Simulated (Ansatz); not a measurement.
Consider SnS.

Input

```
crystal:
  lattice:
    - [11.2, 0.0, 0.0]
    - [0.0, 3.987, 0.0]
    - [0.0, 0.0, 4.334]
  atoms:
    - { symbol: Sn, position: [0.1194, 0.25, 0.1198] }
    - { symbol: Sn, position: [0.3806, 0.75, 0.6198] }
    - { symbol: Sn, position: [0.6194, 0.25, 0.3802] }
    - { symbol: Sn, position: [0.8806, 0.75, 0.8802] }
    - { symbol: S, position: [0.8508, 0.25, 0.4793] }
    - { symbol: S, position: [0.6492, 0.75, 0.9793] }
    - { symbol: S, position: [0.3508, 0.25, 0.0207] }
    - { symbol: S, position: [0.1492, 0.75, 0.5207] }
basis:
  ecutwfc: 420
kpoints:
  mp_grid: { grid: [4, 8, 6] }
hamiltonian:
  xc: pbe
scf:
  occupations: { method: gaussian, width: 0.02 }
output:
  forces: true
  stress: true
  eigenvalues: true
  write_density: true
  write_potential: true
  elf: true
  volumetric_format: npy
relax:
  adjacent_minimum: "off"
  f_tol: 0.005
  max_steps: 80
  cell: { stress_tol: 0.05 }
```

Launched as:

```sh
ansatz run input.yaml --threads 2 --pin off --max-ram 5120MiB --backend cpu --events-out ev --progress --plain --runs-dir out
```

Below, planes, directions and counts refer to the conventional cell (a = 11.45 Å, b = 4.02 Å, c = 4.45 Å, α = 90.00°, β = 90.00°, γ = 90.00°).

The fields are those of the relaxed geometry.

Space group Pnma.

Method: Ansatz 0.2.0, DFT PBE, scalar-relativistic, plane waves, PAW.

What will maps of the valence pseudo-density and electron localisation function show?

Answer. Sn–S (2.66 Å): ρ at the midpoint is about 0.37 e/Å³; the ELF peaks at about 0.85 in the valence shell of S, 0.9 Å from its nucleus, and is about 0.50 at the midpoint.

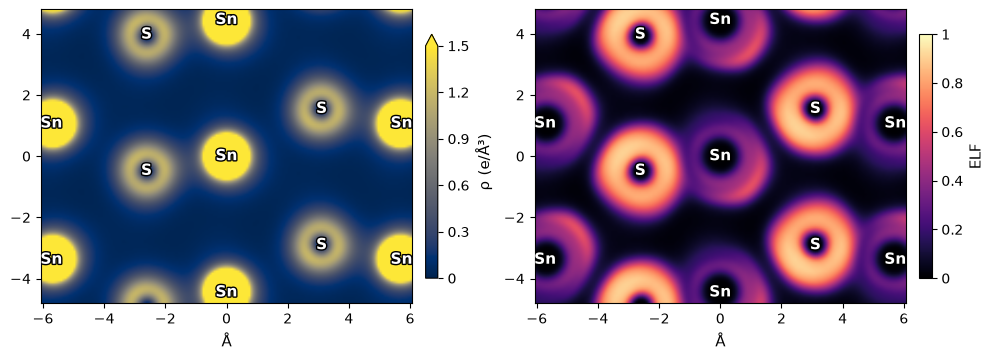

Computed valence pseudo-density and electron localisation function on the (010) plane of the conventional cell, in this order. 

The density is the valence pseudo-density of a PAW calculation; it isn't the true density close to the nuclei.
